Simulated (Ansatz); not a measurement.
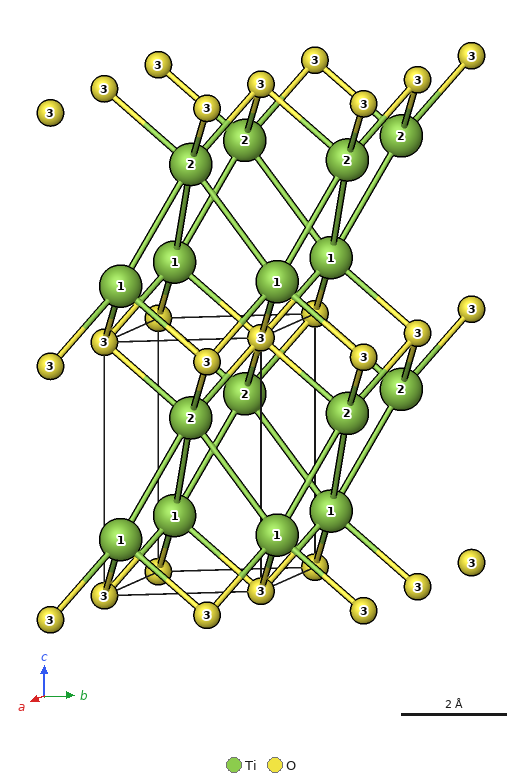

The input geometry (ball-and-stick view of the cell of the calculation, repeated 2 × 2 × 2, seen slightly off an axis; atoms are numbered from 1 in the order of the input). An atom can appear more than once, as a periodic image.

# Run report: Ti₂O, single-point calculation

The run: single-point calculation of Ti₂O (3 atoms in the cell). Method and program: DFT r2SCAN, scalar-relativistic, plane waves, PAW, no spin polarisation (Ansatz 0.2.0).

The structure derives from an entry of the Crystallography Open Database. It belongs to a series of runs on one base structure; here: volume nm: 1.12 V/V0. Figures and captions count atoms from 1; the log counts them from 0 in places.

Input file:
```yaml
crystal:
  lattice:
    - [3.0317914039, 0.0, 0.0]
    - [-1.515895702, 2.6256083748, 0.0]
    - [0.0, 0.0, 4.8944449404]
  atoms:
    - { symbol: Ti, position: [0.6666666667, 0.3333333333, 0.27874] }
    - { symbol: Ti, position: [0.3333333333, 0.6666666667, 0.72126] }
    - { symbol: O, position: [0.0, 0.0, 0.0] }
basis:
  ecutwfc: 500
kpoints:
  mp_grid: { grid: [18, 18, 10] }
hamiltonian:
  xc: r2scan
scf:
  occupations: { method: gaussian, width: 0.1 }
  lower_state_search: "off"
output:
  forces: true
  stress: true
  eigenvalues: true
  write_density: true
  write_potential: true
  elf: true
  volumetric_format: npy
```

Run as:
```bash
ansatz run input.yaml --threads 1 --pin off --max-ram 2560MiB --backend cpu --events-out ev --progress --plain --runs-dir out
```

The program's output:
```
Engine: ansatz 0.2.0, x86_64-unknown-linux-gnu
Pseudopotentials: kind: paw
Pseudopotential: Ti, paw, valence charge 12, recommended cutoff 500 eV (meta_gga), Ti.paw.azcp
Pseudopotential: O, paw, valence charge 6, recommended cutoff 500 eV (meta_gga), O.paw.azcp
Functional definition: r2SCAN
  parameter k0 = 0.174
  parameter k1 = 0.065
  parameter a1 = 4.9479
  exchange = r2scan_x(k0 = k0, k1 = k1, a1 = a1)
  correlation = r2scan_c
Crystal: 3 atoms, lattice volume = 38.961 Å³
Basis set: ecut = 500 eV, 989 PW (Γ), exchange–correlation on 96×96×144 points (64 copies of the dense FFT grid, shifted against one another)
Bands: 19, of which v1, the nominal top of the filled ones, is band 15 counted from 1 (14 counted from 0)
Symmetry: 12 space group operations
Space group: P-3m1 (ITA 164), of the structure as read, at distance tolerance 3.4e-5 Å
k-points: 330 of 3240
Non-local potential: Ti, projectors of the file, l = 0: 3, l = 1: 2, l = 2: 3, l = 3: 1
Non-local potential: O, projectors of the file, l = 0: 2, l = 1: 2, l = 2: 1
PAW form: soft (Blöchl's): semilocal exchange-correlation on the pseudo side does not see the compensation charge
PAW frozen core: Ti, regenerated for the run's functional (the file was generated under x = pbe(κ = 0.804, μ = 0.2195149727645171), c = pbe(β = 0.06672455060314922))
PAW frozen core: O, regenerated for the run's functional (the file was generated under x = pbe(κ = 0.804, μ = 0.2195149727645171), c = pbe(β = 0.06672455060314922))
PAW one-centre angular grid: Ti, 590 points (default); XC on 160 Gauss nodes
PAW one-centre angular grid: O, 302 points (default); XC on 160 Gauss nodes
Initial density: superposition of atomic densities (neutral atoms: chi_scale 0, normalization atom), corrected by the library's trained network
Initial wavefunctions: pseudopotential atomic-orbital guess
Functional: x = r2scan, c = r2scan; τ floored in thin density (d = 2e-4 eV/Å³)
SCF iter   1: F=-5580.448248 eV  HF=-5580.455289 eV  |F-HF|=7.04e-3  |Δ(HF+E_count)|=         —  Δρ=1.99e-2  dr2=1.56e-1  dr2_τ=8.55e-2  ethr=1.77e-3  ⟨swp⟩=4.2  Hψ=24478  notcnv=0
preconditioner: auto → Kerker (q_TF=auto, 2.612 Å⁻¹)  [metal: Δε(μ)=0.016 eV  Ē_g=8.280 eV  σ=0.100 eV  W_gap=0.09  n_scr=10 (ndim 8)  ℏωp=22.2 eV  f_vac=0.000  D(μ)=0.87/eV (n_scr^D=2)]
SCF iter   2: F=-5580.532044 eV  HF=-5580.537823 eV  |F-HF|=5.78e-3  |Δ(HF+E_count)|=   8.25e-2  Δρ=7.33e-3  dr2=2.10e-2  dr2_τ=2.72e-3  ethr=5.21e-4  ⟨swp⟩=2.0  Hψ=13860  notcnv=0
SCF iter   3: F=-5580.536609 eV  HF=-5580.538463 eV  |F-HF|=1.85e-3  |Δ(HF+E_count)|=   6.40e-4  Δρ=3.71e-3  dr2=6.71e-3  dr2_τ=2.84e-4  ethr=6.99e-5  ⟨swp⟩=2.0  Hψ=8556  notcnv=0
SCF iter   4: F=-5580.538493 eV  HF=-5580.538862 eV  |F-HF|=3.69e-4  |Δ(HF+E_count)|=   4.00e-4  Δρ=9.30e-4  dr2=7.50e-4  dr2_τ=1.57e-5  ethr=2.24e-5  ⟨swp⟩=2.1  Hψ=8935  notcnv=0
SCF iter   5: F=-5580.538635 eV  HF=-5580.538802 eV  |F-HF|=1.68e-4  |Δ(HF+E_count)|=   5.99e-5  Δρ=6.59e-4  dr2=2.12e-4  dr2_τ=1.11e-5  ethr=2.50e-6  ⟨swp⟩=2.0  Hψ=9916  notcnv=0
SCF iter   6: F=-5580.538769 eV  HF=-5580.538772 eV  |F-HF|=2.74e-6  |Δ(HF+E_count)|=   3.07e-5  Δρ=1.82e-4  dr2=1.34e-5  dr2_τ=1.43e-6  ethr=7.05e-7  ⟨swp⟩=2.0  Hψ=9242  notcnv=0
SCF iter   7: F=-5580.538772 eV  HF=-5580.538772 eV  |F-HF|=1.64e-7  |Δ(HF+E_count)|=   4.38e-7  Δρ=3.87e-5  dr2=4.75e-7  dr2_τ=2.89e-8  ethr=4.46e-8  ⟨swp⟩=3.0  Hψ=10792  notcnv=0
SCF iter   8: F=-5580.538773 eV  HF=-5580.538772 eV  |F-HF|=1.17e-8  |Δ(HF+E_count)|=   2.84e-7  Δρ=9.67e-6  dr2=3.21e-8  dr2_τ=1.53e-9  ethr=3.33e-10  ⟨swp⟩=8.5  Hψ=39609  notcnv=0
SCF 1 converged in 8 iterations: F = -5580.538773 eV  dr2 = 3.21e-8
  greatest PAW one-centre occupation: 1.001 electrons in one spin orbital (limit 2), on the Ti atom at site 1 (counted from 0), in its partial waves of l = 1
SCF converged after 8 iterations
Free energy (F): -5580.538773 eV
Harris-Foulkes:  -5580.538772 eV  (|F-HF|=1.17e-8)
Internal energy: -5580.534290 eV  (E = F + TS)
E sigma→0 (E₀):  -5580.536531 eV
Entropy (-TS):   -0.004482 eV (-1.494 meV/atom)
Fermi energy:    14.313233 eV
--- Per-component energies (eV) ---
  E_band       = -323.836807
  E_kinetic    = 719.358373
  E_local      = -1808.802724  (includes V_loc(G=0)·N_el)
  E_nonlocal   = 60.970787
  E_hartree    = 723.501974
  E_xc         = -259.852028
  E_vxc        = -371.774613  (∫ρ·V_xc dr)
  E_paw        = -2272.409730  (= ΣΔE_a)
  E_vpaw       = -395.431208  (= ΣTr[D̂ρ^β])
  E_aug_tail   = 0.001302  (compensation charges beyond the density's cutoff)
  E_vtau       = 24.840826  (kinetic-family band-sum trace: ∫τ·v_τ [+ j·A + Jᵃ·Aᵃ] dr)
  E_ewald      = -2742.763389
  E_core_change = -0.538855  (= ΣΔE_core)
  E_smearing   = -0.004482  (= −TS)
  E_closure    = 0.000000  (closes the sum)
  Σ components = -5580.538773   (vs F -5580.538773, Δ=0.00e0)
--- Forces (eV/Å), atoms counted from 1 ---
  atom   1  Ti    -0.00000000     0.00000000    -0.94373298
  atom   2  Ti     0.00000000    -0.00000000     0.94373298
  atom   3  O     -0.00000000     0.00000000     0.00000000
  max |Σ_I F_I| component: 9.25e-18 eV/Å
--- Stress (GPa, compression-positive) ---
      -13.863662      -0.000000      -0.000000
       -0.000000     -13.863662      -0.000000
       -0.000000      -0.000000      -8.642603
  P = ⅓ Tr σ = -12.1233 GPa (-121.233 kbar)
--- Band table (eV; the first three rows and the last of 330) ---
  k-point 0: bands = ["-45.5698", "-45.4509", "-21.0775", "-20.5429", "-20.5429", "-20.4551", "-20.4503", "-20.4503", "-7.6314", "6.8338", "8.5686", "8.5686", "10.0451", "13.6887", "14.6325", "14.6820", "14.6820", "15.0999", "15.0999"]
  k-point 1: bands = ["-45.5683", "-45.4524", "-21.0651", "-20.5421", "-20.5421", "-20.4689", "-20.4511", "-20.4511", "-7.6271", "6.7686", "8.5615", "8.5615", "10.1866", "13.5835", "14.6804", "14.6804", "14.7382", "15.0842", "15.0842"]
  k-point 2: bands = ["-45.5641", "-45.4567", "-21.0295", "-20.5400", "-20.5400", "-20.5079", "-20.4533", "-20.4533", "-7.6158", "6.6142", "8.5431", "8.5431", "10.5651", "13.3464", "14.6156", "14.6156", "14.9630", "15.1856", "15.1856"]
  k-point 329: bands = ["-45.4522", "-45.4522", "-20.9020", "-20.9020", "-20.8198", "-20.7237", "-20.5234", "-20.5234", "-7.1499", "6.9113", "6.9113", "7.5332", "12.6511", "13.1927", "13.1927", "15.5530", "15.5530", "15.8285", "16.7315"]
```

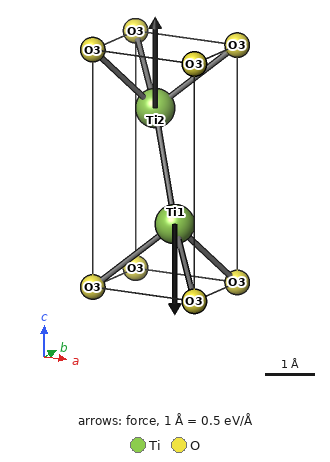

Forces on the atoms as black arrows (ball-and-stick view of the cell of the calculation, seen slightly off an axis; atoms are numbered from 1 in the order of the input). The largest act on Ti1, Ti2 (0.94 eV/Å). The geometry is not a stationary point of this energy.

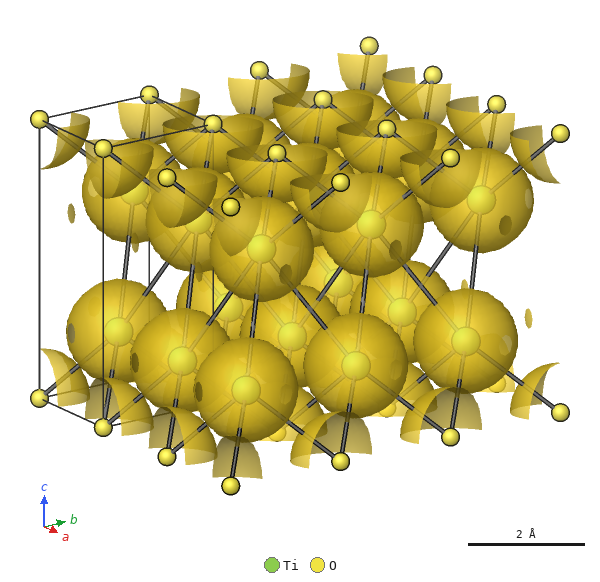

Isosurface of the valence pseudo-density at 0.6 e/Å³ (yellow), seen slightly off an axis. Sticks mark near contacts. The outline is the cell set on symmetry axes. At this value the density breaks into separate islands; it holds about 75 % of the electrons treated as valence (semicore included). It is pinched off along the Ti–O (2.22 Å) and Ti–Ti (2.78 Å) contacts. On the grid the lowest density along these lines, outside the cores, is 0.35 e/Å³ (Ti–O, 2.22 Å) and 0.24 e/Å³ (Ti–Ti, 2.78 Å). In a PAW calculation such maps are meaningful between the atoms, not at the nuclei.

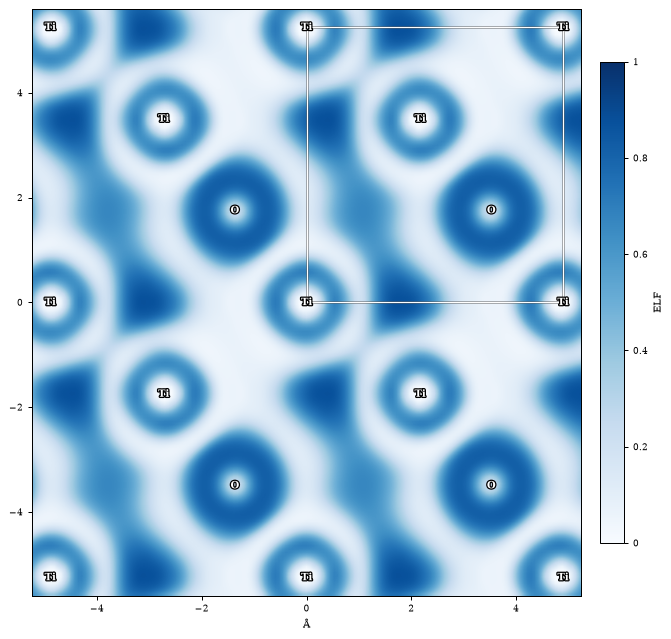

Electron localisation function on the (110) plane of the conventional cell. The section cuts through Ti and O sites. Ti–O (2.22 Å): the ELF is about 0.10 at the midpoint (a polar contact without a shared pair, in a metal). Ti–Ti (2.78 Å): the ELF is about 0.25 at the midpoint (no shared electron pair).  The strong features right at Ti lie inside the PAW spheres (semicore, d or f shells) and say nothing about bonding.

Key numbers:

| quantity | value |
| --- | --- |
| outcome | converged |
| space group (tolerance 0.01 Å) | P-3m1 (164) |
| electrons treated | 30 |
| free energy | −5580.5388 eV |
| Fermi energy | 14.313 eV |
| gap on the k-point mesh | none (metallic) |
| pressure | −12.12 GPa |
| largest force (length of the vector) | 0.944 eV/Å |
| hardware | 1 thread of Intel Xeon @ 2.50GHz (Skylake/Cascade Lake), 189 GiB of memory available, shared host |
| wall time | 73 s |
| peak memory | 0.62 GiB |

The cell is under a tension of 12.1 GPa at this level, so it is not at its equilibrium volume.
